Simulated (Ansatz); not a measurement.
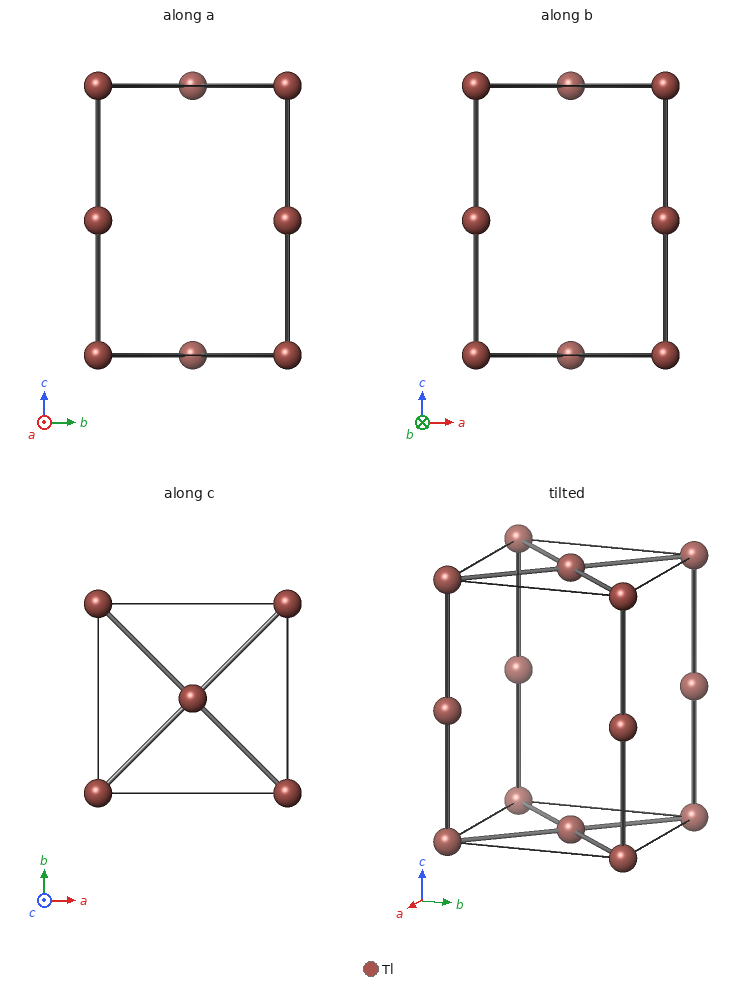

Structure drawing (ball-and-stick), viewed along the a axis, along the b axis, along the c axis and slightly off an axis. Atoms at the boundary of the conventional unit cell (the box) are drawn once for each face, edge or corner they touch.

Lattice parameters: a = 4.438 Å, b = 4.438 Å, c = 6.313 Å, α = 90.00°, β = 90.00°, γ = 90.00°.

**Write down what is shown as a table of Wyckoff sites.**

Space group P4/mmm (No. 123).
```csv
atom,site,x,y,z
Tl,1c,0.5000,0.5000,0.0000
Tl,1a,0.0000,0.0000,0.0000
Tl,1b,0.0000,0.0000,0.5000
```

Provenance: a random cell made by a generator, so it need not be a real form of the element. Earlier steps of the study, as a rule a relaxation of our own, may have changed the cell and positions, so they can lie some per cent off the listed ones. Ansatz was used for an electronic-structure calculation on it.
